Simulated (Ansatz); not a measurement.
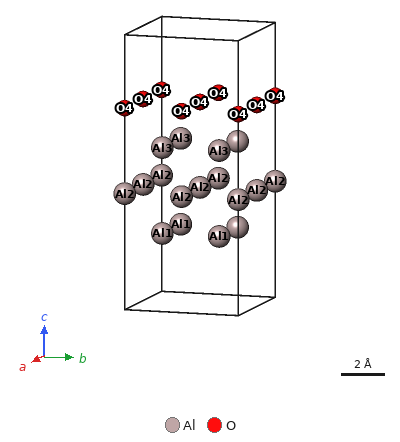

**Figure 1.** The structure (ball-and-stick view of the 2 × 2 repeat of the cell, with the vacuum cut short, seen slightly off an axis; atoms are numbered from 1 in the order of the input).

**Single-point calculation of Al$_{3}$O**

- system: Al$_{3}$O (slab, 4 atoms in the cell)
- method: DFT LDA, scalar-relativistic, plane waves, PAW, no spin polarisation (Ansatz 0.2.0)

The structure derives from an entry of the Crystallography Open Database. Figures and captions count atoms from 1; the log counts them from 0 in places.

## The input
```yaml
crystal:
  lattice:
    - [2.8168432364, 0.0, 0.0]
    - [0.0, 2.8168432364, 0.0]
    - [0.0, 0.0, 21.1042970937]
  atoms:
    - { symbol: Al, position: [0.5, 0.5, 0.1895348602] }
    - { symbol: Al, position: [0.0, 0.0, 0.2867549192] }
    - { symbol: Al, position: [0.5, 0.5, 0.3840117042] }
    - { symbol: O, position: [1.0, 1.0, 0.4802006458] }
basis:
  ecutwfc: 420
kpoints:
  mp_grid: { grid: [9, 9, 1] }
hamiltonian:
  xc: lda
scf:
  occupations: { method: gaussian, width: 0.1 }
output:
  forces: true
  eigenvalues: true
  write_density: true
  write_potential: true
  elf: true
  volumetric_format: npy
efield:
  axis: 3
  dipole_correction: true
  ramp_width: 0.04
```

Hardware: 1 thread of Arm Neoverse V2, 24 GiB of memory available, shared host.

Command:
```bash
ansatz run input.yaml --threads 1 --pin off --max-ram 3072MiB --backend cpu --events-out ev --progress --plain --runs-dir out
```

## The program's output
```
Engine: ansatz 0.2.0, aarch64-unknown-linux-gnu
Pseudopotentials: kind: paw
Pseudopotential: Al, paw, valence charge 3, recommended cutoff 420 eV (normal), Al.paw.azcp
Pseudopotential: O, paw, valence charge 6, recommended cutoff 420 eV (normal), O.paw.azcp
Functional definition: SPW92
  exchange = slater_x
  correlation = pw_c
Crystal: 4 atoms, lattice volume = 167.454 Å³
Basis set: ecut = 420 eV, 3339 PW (Γ)
Bands: 12, of which v1, the nominal top of the filled ones, is band 8 counted from 1 (7 counted from 0)
Symmetry: 8 space group operations
Space group: P4mm (ITA 99), of the structure as read, at distance tolerance 5.5e-5 Å
k-points: 15 of 81
Non-local potential: Al, projectors of the file, l = 0: 2, l = 1: 2, l = 2: 1
Non-local potential: O, projectors of the file, l = 0: 2, l = 1: 2, l = 2: 1
PAW form: soft (Blöchl's): semilocal exchange-correlation on the pseudo side does not see the compensation charge
PAW frozen core: Al, regenerated for the run's functional, and the local potential with it (the file was generated under x = pbe(κ = 0.804, μ = 0.2195149727645171), c = pbe(β = 0.06672455060314922))
PAW frozen core: O, regenerated for the run's functional, and the local potential with it (the file was generated under x = pbe(κ = 0.804, μ = 0.2195149727645171), c = pbe(β = 0.06672455060314922))
PAW one-centre angular grid: Al, 110 points (default); XC on 64 Gauss nodes
PAW one-centre angular grid: O, 110 points (default); XC on 64 Gauss nodes
Initial density: superposition of atomic densities (neutral atoms: chi_scale 0, normalization atom), corrected by the library's trained network
Initial wavefunctions: pseudopotential atomic-orbital guess
Functional: x = slater, c = lda
SCF iter   1: F=—  HF=-2088.462643 eV  |F-HF|=—  |Δ(HF+E_count)|=         —  Δρ=4.30e-3  dr2=3.81e-2  ethr=1.77e-3  p=-0.215 e·Å  D=-2.32e-1 V/Å  ΔV_dip=4.89 eV  dr2_dipole=7.99e-5  V_vac-E_F(+/−)=9.13/4.23 eV  ⟨swp⟩=8.4  Hψ=1603  notcnv=0
efield: sawtooth ramp at fractional position 0.8149 (placed from the atoms, in the widest stretch of the axis that holds none; the zero of the levels goes with the place), width 0.0400; the density the first Hamiltonian is built on has a dipole p = -0.215 e·Å; the dipole correction subtracts the counter field D = -2.32e-1 V/Å, which shifts the + side's vacuum level by +4.89 eV against the − side's; the planar-averaged density in the ramp window peaks in size at 4.0e-5 e/Å³
preconditioner: auto → LDOS  [metal: Δε(μ)=0.072 eV  Ē_g=7.133 eV  σ=0.100 eV  W_gap=0.38  n_scr=12 (ndim 8)  ℏωp=11.1 eV  f_vac=0.528  D(μ)=3.28/eV (n_scr^D=12)  β→1.0]
SCF iter   2: F=—  HF=-2088.454988 eV  |F-HF|=—  |Δ(HF+E_count)|=   7.66e-3  Δρ=1.98e-3  dr2=1.08e-2  ethr=2.54e-4  p=-0.211 e·Å  D=-2.28e-1 V/Å  ΔV_dip=4.81 eV  dr2_dipole=2.19e-4  V_vac-E_F(+/−)=9.20/4.39 eV  ⟨swp⟩=2.1  Hψ=465  notcnv=0
SCF iter   3: F=—  HF=-2088.454138 eV  |F-HF|=—  |Δ(HF+E_count)|=   8.49e-4  Δρ=9.94e-4  dr2=3.18e-3  ethr=7.22e-5  p=-0.215 e·Å  D=-2.33e-1 V/Å  ΔV_dip=4.91 eV  dr2_dipole=6.38e-4  V_vac-E_F(+/−)=9.23/4.32 eV  ⟨swp⟩=2.6  Hψ=261  notcnv=0
SCF iter   4: F=—  HF=-2088.454061 eV  |F-HF|=—  |Δ(HF+E_count)|=   7.69e-5  Δρ=1.66e-4  dr2=1.29e-4  ethr=2.12e-5  p=-0.216 e·Å  D=-2.33e-1 V/Å  ΔV_dip=4.93 eV  dr2_dipole=6.41e-5  V_vac-E_F(+/−)=9.26/4.34 eV  ⟨swp⟩=1.9  Hψ=254  notcnv=0
SCF iter   5: F=—  HF=-2088.454102 eV  |F-HF|=—  |Δ(HF+E_count)|=   4.09e-5  Δρ=3.71e-5  dr2=3.45e-6  ethr=8.61e-7  p=-0.217 e·Å  D=-2.34e-1 V/Å  ΔV_dip=4.94 eV  dr2_dipole=9.86e-8  V_vac-E_F(+/−)=9.27/4.33 eV  ⟨swp⟩=1.7  Hψ=226  notcnv=0
SCF iter   6: F=—  HF=-2088.454108 eV  |F-HF|=—  |Δ(HF+E_count)|=   5.49e-6  Δρ=1.25e-5  dr2=3.14e-7  ethr=2.30e-8  p=-0.217 e·Å  D=-2.34e-1 V/Å  ΔV_dip=4.94 eV  dr2_dipole=3.78e-8  V_vac-E_F(+/−)=9.28/4.33 eV  ⟨swp⟩=2.4  Hψ=324  notcnv=0
SCF iter   7: F=-2088.454108 eV  HF=-2088.454108 eV  |F-HF|=4.18e-8  |Δ(HF+E_count)|=   2.53e-7  Δρ=4.96e-6  dr2=8.08e-8  ethr=6.67e-10  p=-0.217 e·Å  D=-2.34e-1 V/Å  ΔV_dip=4.94 eV  dr2_dipole=6.75e-9  V_vac-E_F(+/−)=9.28/4.33 eV  ⟨swp⟩=15.4  Hψ=1808  notcnv=0
SCF 1 converged in 7 iterations: F = -2088.454108 eV  dr2 = 8.08e-8
  greatest PAW one-centre occupation: 0.883 electrons in one spin orbital (limit 2), on the O atom at site 3 (counted from 0), in its partial waves of l = 0
```

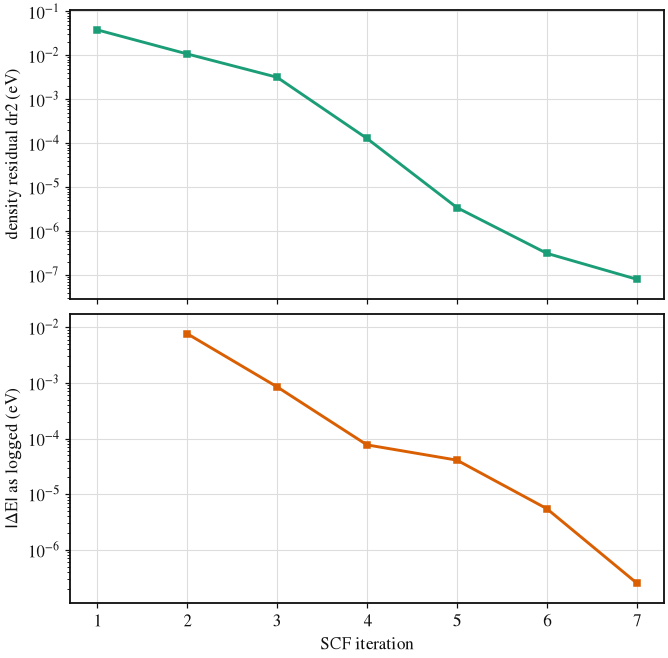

**Figure 2.** Convergence of the self-consistent field: density residual dr2 and size of the energy change against the SCF iteration. The residual falls at every step.

```
WARN: The output density's exchange-correlation potential varies sharply where the density is thin. Do not read a vacuum level from v_tot or v_xc, or from such a field of the output density. On a cell that repeats whose density bears no net charge and no dipole along the vacuum's axis use v_es (v_loc + v_h of the components); under efield.dipole_correction with no amplitude use v_es + v_field, which holds any external_charges[].barrier, or the levels of the report's work_function block, which leave it out; under a non-zero efield.amplitude the vacuum is tilted and has no level; on a cell that repeats and bears such a dipole with no correction it is tilted too, and efield.dipole_correction with no amplitude gives each side of its ramp a level where efield: is served; in a cell that repeats whose density bears a net charge (total_charge, or a fill off its count) it is curved and has none; of a slab under crystal.periodic whose density bears no net charge use v_es, which has a level on each side, short of where the two are joined; of another it falls or rises all the way out and has none; of a slab beside external_charges read slab_vacuum_level instead, which it has where they leave it neutral. The grid or the basis barely resolves most such structure, and the values can differ between equally converged runs; as a rule a tighter scf.convergence.dr2_threshold does not remove it. Where the density itself ripples (under the LDA too) a higher basis.ecutwfc lessens it. The files hold the spikes' plane waves up to the density's cutoff. Files: v_tot_of_output_density and the like, and their columns of v_z.tsv (output.write_potential); v_xc_of_output_density and the like, and their columns of v_comp_z.tsv (output.write_potential_components). Measured: with its Gaussian average of σ = 0.25 Å subtracted twice, the exchange-correlation potential is over 0.1 eV at 183 of the grid points where the equally averaged density (valence and model cores) is under 1e-3 e/Å³, and 0.226 eV at the most among them, at an averaged density of 7.7e-5 e/Å³. The input density's (outcome.potential() and, of a run that writes arrays, v_tot and v_xc) is over 0.1 eV, so measured, at 208 points of its own thin density, 0.227 eV at the most. See output.write_potential in the manual, Limitations
SCF converged after 7 iterations
Free energy (F): -2088.454108 eV
Harris-Foulkes:  -2088.454108 eV  (|F-HF|=4.18e-8)
Internal energy: -2088.437444 eV  (E = F + TS)
E sigma→0 (E₀):  -2088.445776 eV
Entropy (-TS):   -0.016664 eV (-4.166 meV/atom)
Fermi energy:    -2.013045 eV
Dipole field:    D = -0.234106 V/Å  (p = -0.216645 e·Å, saw-weighted, corrected)
Work function:   Φ+ = 9.2751 eV   Φ− = 4.3345 eV
Levels:          The Fermi level and band energies are counted from a zero that moves with the ramp; work functions are not
--- Per-component energies (eV) ---
  E_band       = -102.645051
  E_kinetic    = 227.350452
  E_local      = -3709.415559  (includes V_loc(G=0)·N_el)
  E_nonlocal   = 82.891286
  E_hartree    = 1756.193155
  E_xc         = -184.008152
  E_vxc        = -172.659751  (∫ρ·V_xc dr)
  E_paw        = -1473.908308  (= ΣΔE_a)
  E_vpaw       = -45.425088  (= ΣTr[D̂ρ^β])
  E_aug_tail   = 0.002196  (compensation charges beyond the density's cutoff)
  E_efield     = 0.025359  (sawtooth field / dipole correction)
  E_vefield    = 2.220119  (∫n·V_field dr)
  E_ewald      = 1212.168057
  E_core_change = 0.264071  (= ΣΔE_core)
  E_smearing   = -0.016664  (= −TS)
  E_closure    = 0.000000  (closes the sum)
  Σ components = -2088.454108   (vs F -2088.454108, Δ=0.00e0)
--- Forces (eV/Å), atoms counted from 1 ---
  atom   1  Al     0.00000000     0.00000000    -0.15580802
  atom   2  Al    -0.00000000     0.00000000     0.20811213
  atom   3  Al     0.00000000     0.00000000     3.18920053
  atom   4  O      0.00000000     0.00000000    -3.24064584
  max |Σ_I F_I| component: 8.59e-4 eV/Å
--- Band table (eV; the first three rows and the last of 15) ---
  k-point 0: bands = ["-17.7721", "-12.5734", "-10.2572", "-6.8535", "-4.1720", "-1.8761", "-1.8761", "-1.7326", "1.0107", "2.7086", "4.0290", "4.2536"]
  k-point 1: bands = ["-17.7159", "-12.3463", "-10.0363", "-6.6478", "-4.0246", "-2.2848", "-1.8481", "-1.5443", "1.1167", "1.3632", "2.9470", "3.3690"]
  k-point 2: bands = ["-17.5691", "-11.6672", "-9.3770", "-6.0497", "-3.6417", "-3.0756", "-1.7929", "-1.7766", "-1.1440", "0.4472", "1.8671", "3.4721"]
  k-point 14: bands = ["-16.8679", "-5.5484", "-4.2688", "-3.9983", "-3.6389", "-3.1543", "-2.8197", "-2.3951", "-1.8376", "-1.2786", "-0.3201", "0.2461"]
```

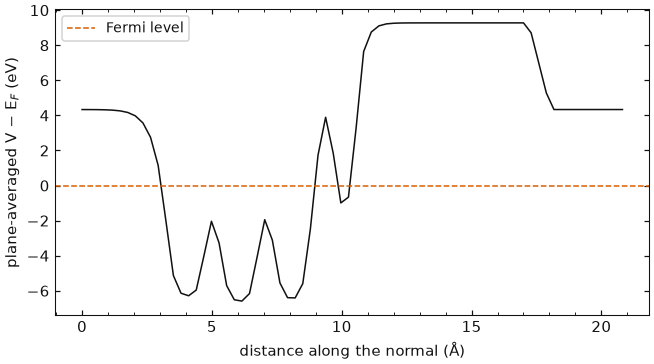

**Figure 3.** Plane average of the electrostatic potential energy of an electron across the cell, from the Fermi level. The vacuum level lies 9.28 eV above the Fermi level on the upper side and 4.33 eV on the lower.

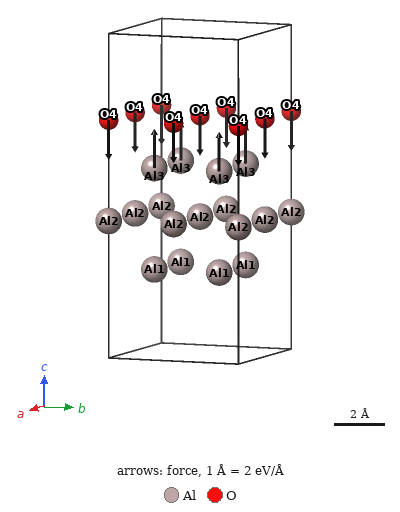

**Figure 4.** Forces on the atoms as black arrows (ball-and-stick view of the 2 × 2 repeat of the cell, with the vacuum cut short, seen slightly off an axis; atoms are numbered from 1 in the order of the input); the smallest are left out. The largest act on O4 (3.24 eV/Å); Al3 (3.19 eV/Å). The geometry is not a stationary point of this energy.

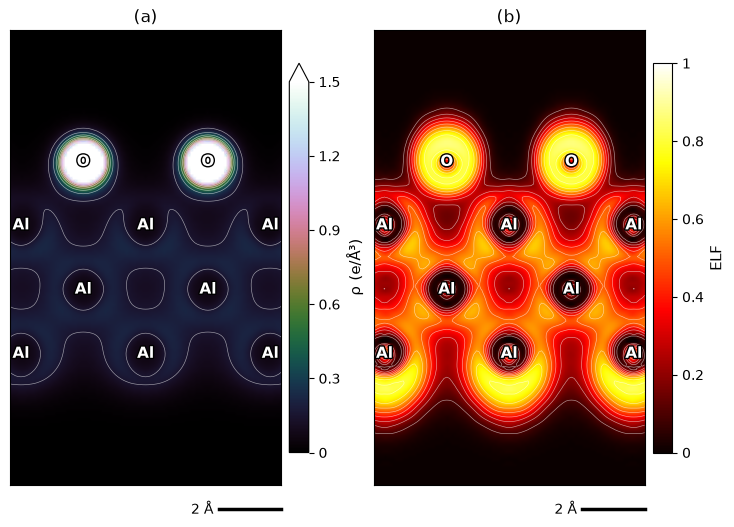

**Figure 5.** (a) valence electron density; (b) ELF on the (110) plane of the calculation cell, a cut from vacuum to vacuum. The section cuts through Al and O sites. Al–Al (2.86 Å): ρ at the midpoint is about 0.2 e/Å³; the ELF is about 0.60 at the midpoint (no localised pair between them). The density dies away to nearly zero in the vacuum. Core electrons are frozen (PAW), so the fields are smoothed inside the atomic spheres.

## Key numbers

```json
{"quantity": "outcome", "value": "converged"}
{"quantity": "electrons treated", "value": "15"}
{"quantity": "free energy", "value": "−2088.4541 eV"}
{"quantity": "work function, top face", "value": "9.28 eV"}
{"quantity": "work function, bottom face", "value": "4.33 eV"}
{"quantity": "Fermi energy", "value": "−2.013 eV"}
{"quantity": "gap on the k-point mesh", "value": "none (metallic)"}
{"quantity": "work function (upper face)", "value": "9.28 eV"}
{"quantity": "largest force (length of the vector)", "value": "3.241 eV/Å"}
{"quantity": "wall time", "value": "3.7 s"}
{"quantity": "peak memory", "value": "0.3 GiB"}
```

## Notes

The program warns: the exchange-correlation potential is rough where the density is thin. The cell holds an odd number of electrons but the run has no spin polarisation, so it comes out as a metal.
